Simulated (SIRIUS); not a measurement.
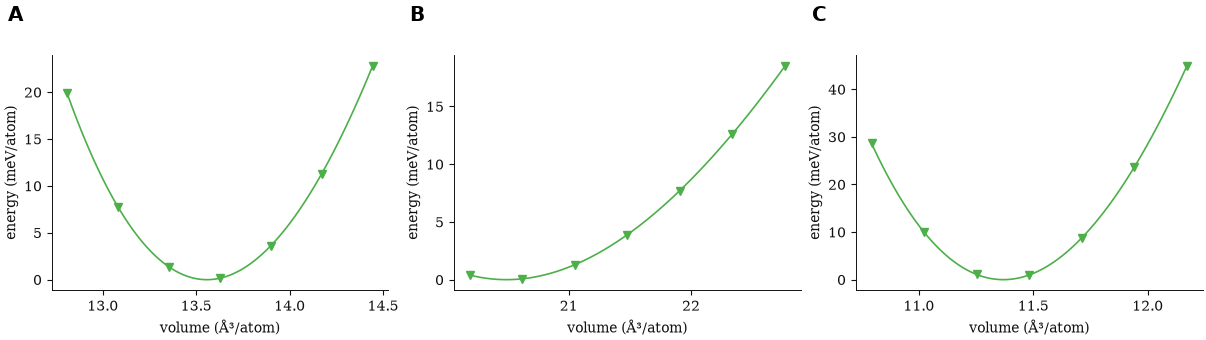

Each panel shows the energy against volume for one of these solids: BAs, F-43m (No. 216); HfN, Fm-3m (No. 225); NaCl, Pm-3m (No. 221).

Method: plane-wave DFT, no spin polarisation; energies at scaled volumes of the given cell, shape and fractions fixed, counted from the fit's minimum, third-order Birch-Murnaghan fit (SIRIUS 7.10.0). Level: PBEsol.

**Match the panels to the solids.**

A is BAs (energy from 0.15 meV/atom to 22.78 meV/atom, V0 13.56 Å³/atom, B0 140 GPa); B is NaCl (energy from 0.07 meV/atom to 18.50 meV/atom, V0 20.49 Å³/atom, B0 28.6 GPa); C is HfN (energy from 0.99 meV/atom to 44.89 meV/atom, V0 11.37 Å³/atom, B0 287 GPa).
